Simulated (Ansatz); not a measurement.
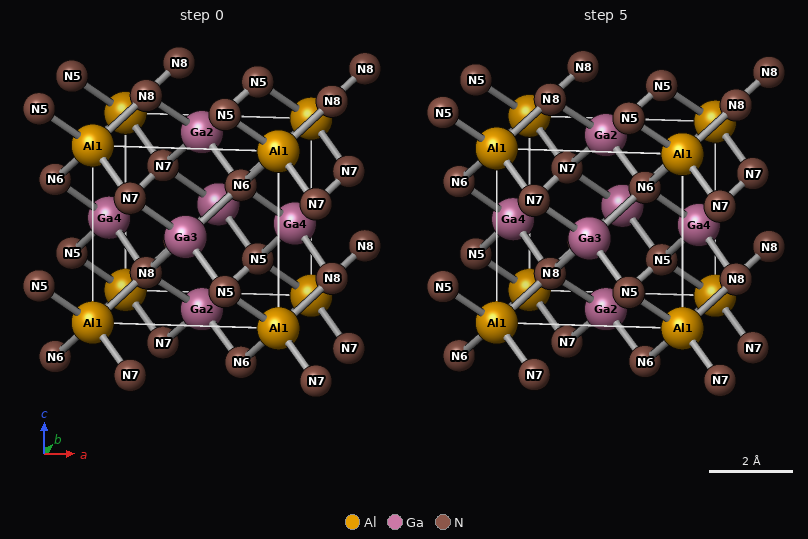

The structure of crystalline AlGa3N4 (set up in P-42m) before (left) and after (right) a relaxation, at one scale.

The picture is a ball-and-stick view of the cell of the calculation, seen slightly off an axis.

Case: biaxial strain in the a-b plane of +3.0 %; c and atoms relaxed.

All numbers below come from Ansatz, DFT PBEsol, scalar-relativistic, plane waves, PAW. Settings: plane-wave cutoff 420 eV; k-point mesh 6 × 6 × 6; occupations gaussian; smearing width 0.02 eV; no spin polarisation; cell relaxed at fixed a, b, gamma; force threshold 0.008 eV/Å; at most 40 steps.

What changed between the two?

No atom moves by more than 0.005 Å relative to the cell. The volume changes by −1.7 %, with a = b unchanged at 4.602 Å, c 4.387 → 4.314 Å (−1.7 %). Some distances before and after: Ga2–N5 1.976 → 1.965 Å, Al1–N5 1.923 → 1.913 Å, Ga3–N5 1.975 → 1.966 Å. The space group stays P-42m (No. 111). Over 3 accepted moves (5 points after the start) the energy falls by 18.0 meV per cell of the calculation. Largest force component: 0.011 eV/Å at the start, under 0.0001 eV/Å at the end. The pressure goes from −7.34 to −4.67 GPa. At 2 points the geometry stayed and the basis and grid were re-selected for the new cell (energy shift of 4.3 meV per cell of the calculation at most each time). Cost: 44 s on 2 threads of Arm Neoverse V2 (shared host), peak memory 0.41 GiB.
